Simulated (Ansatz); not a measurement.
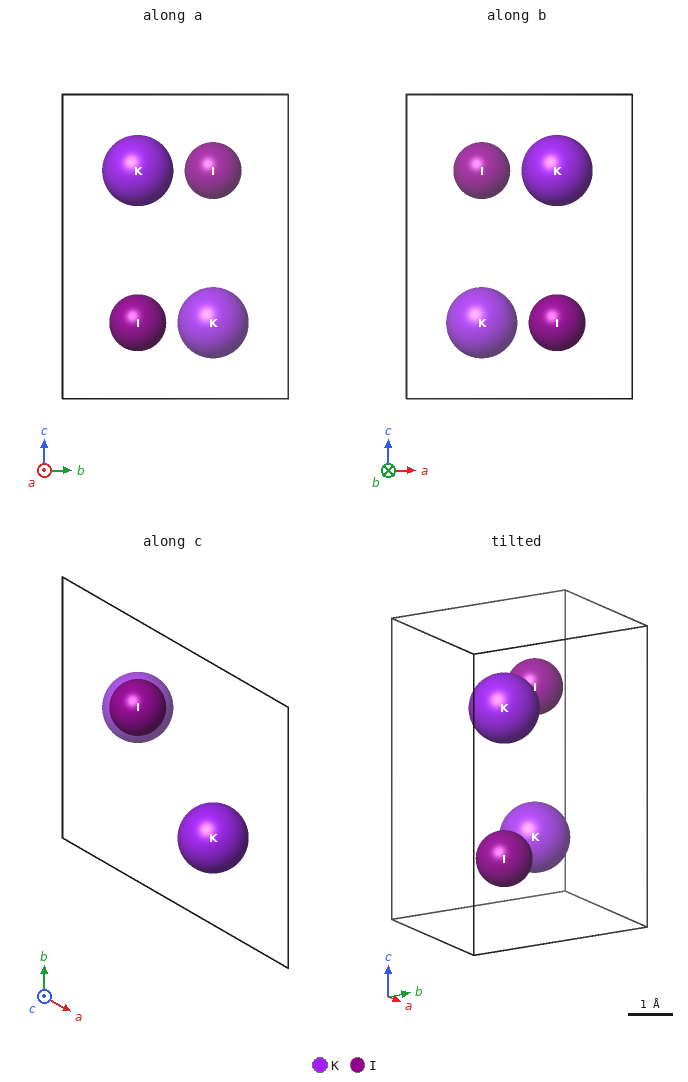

The structure above is drawn in spheres-only style and viewed along the a axis, along the b axis, along the c axis and slightly off an axis. The conventional unit cell is drawn as a box.

Lattice parameters: a = 5.9723 Å, b = 5.9723 Å, c = 6.9659 Å, α = 90.000°, β = 90.000°, γ = 120.000°.

Question: Set out the cell and atoms as a CIF with its space group and independent sites.

Answer:
```cif
data_structure
_symmetry_space_group_name_H-M 'P 63/m m c'
_symmetry_Int_Tables_number 194
_cell_length_a 5.9723
_cell_length_b 5.9723
_cell_length_c 6.9659
_cell_angle_alpha 90.000
_cell_angle_beta 90.000
_cell_angle_gamma 120.000
_cell_volume 215.17
loop_
_atom_site_label
_atom_site_type_symbol
_atom_site_symmetry_multiplicity
_atom_site_Wyckoff_symbol
_atom_site_fract_x
_atom_site_fract_y
_atom_site_fract_z
_atom_site_occupancy
K1 K 2 c 0.3333 0.6667 0.2500 1
I1 I 2 d 0.6667 0.3333 0.2500 1
```

Starting structure: a structure type filled with these elements by a generator (whether the compound takes this form wasn't checked). The geometry was optimised with Ansatz 0.2.0, DFT, r2SCAN+rVV10, plane waves, PAW.
